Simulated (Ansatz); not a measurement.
```yaml
crystal:
  lattice:
    - [8.57322, 0.00000, 0.00000]
    - [-4.28661, 7.42463, 0.00000]
    - [0.00000, 0.00000, 19.00001]
  atoms:
    - { symbol: Al, position: [0.00000, 0.00000, 0.07895] }
    - { symbol: Al, position: [0.11284, 0.22558, 0.20122] }
    - { symbol: Al, position: [0.22323, 0.11706, 0.32218] }
    - { symbol: Al, position: [0.00000, 0.33333, 0.07895] }
    - { symbol: Al, position: [0.11140, 0.55613, 0.19952] }
    - { symbol: Al, position: [0.22242, 0.44378, 0.32060] }
    - { symbol: Al, position: [0.00000, 0.66667, 0.07895] }
    - { symbol: Al, position: [0.11377, 0.89176, 0.20201] }
    - { symbol: Al, position: [0.21752, 0.76837, 0.32269] }
    - { symbol: Al, position: [0.33333, 0.00000, 0.07895] }
    - { symbol: Al, position: [0.44446, 0.22225, 0.20192] }
    - { symbol: Al, position: [0.56049, 0.11706, 0.32218] }
    - { symbol: Al, position: [0.33333, 0.33333, 0.07895] }
    - { symbol: Al, position: [0.44470, 0.55421, 0.20118] }
    - { symbol: Al, position: [0.55163, 0.43659, 0.32934] }
    - { symbol: Al, position: [0.33333, 0.66667, 0.07895] }
    - { symbol: Al, position: [0.44466, 0.89176, 0.20201] }
    - { symbol: Al, position: [0.54952, 0.77091, 0.32044] }
    - { symbol: Al, position: [0.66667, 0.00000, 0.07895] }
    - { symbol: Al, position: [0.77941, 0.22558, 0.20122] }
    - { symbol: Al, position: [0.89396, 0.12126, 0.32731] }
    - { symbol: Al, position: [0.66667, 0.33333, 0.07895] }
    - { symbol: Al, position: [0.77618, 0.55421, 0.20118] }
    - { symbol: Al, position: [0.88803, 0.44378, 0.32060] }
    - { symbol: Al, position: [0.66667, 0.66667, 0.07895] }
    - { symbol: Al, position: [0.78048, 0.89430, 0.20349] }
    - { symbol: Al, position: [0.88806, 0.77091, 0.32044] }
    - { symbol: Al, position: [0.99797, 0.97622, 0.43797] }
    - { symbol: Al, position: [0.64492, 0.97622, 0.43797] }
    - { symbol: Al, position: [0.32953, 0.99238, 0.43609] }
    - { symbol: Al, position: [0.66649, 0.66631, 0.43801] }
```

Computed without spin polarisation.

The calculation used Ansatz 0.2.0, DFT PBE, scalar-relativistic, plane waves, PAW.

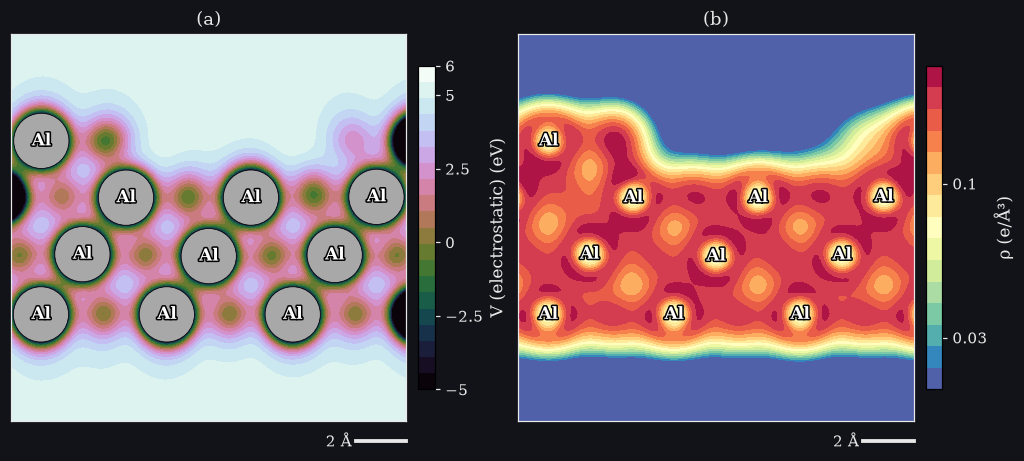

Al (slab). (a) electrostatic potential energy of an electron; (b) valence electron density on the (110) plane of the calculation cell, a cut from vacuum to vacuum. Grey discs cover the atomic cores in the potential map.

**Read the bonding off the picture.**

Atoms in the plane: Al. Al–Al (2.82 Å): ρ at the midpoint is about 0.21 e/Å³. Al–Al (2.84 Å): ρ at the midpoint is about 0.21 e/Å³. Al–Al (2.87 Å): the density is about 0.2 e/Å³ at the midpoint. The density dies away to nearly zero in the vacuum. Outside the cores the potential energy rises away from the atoms and is highest in the vacuum; its zero is arbitrary.
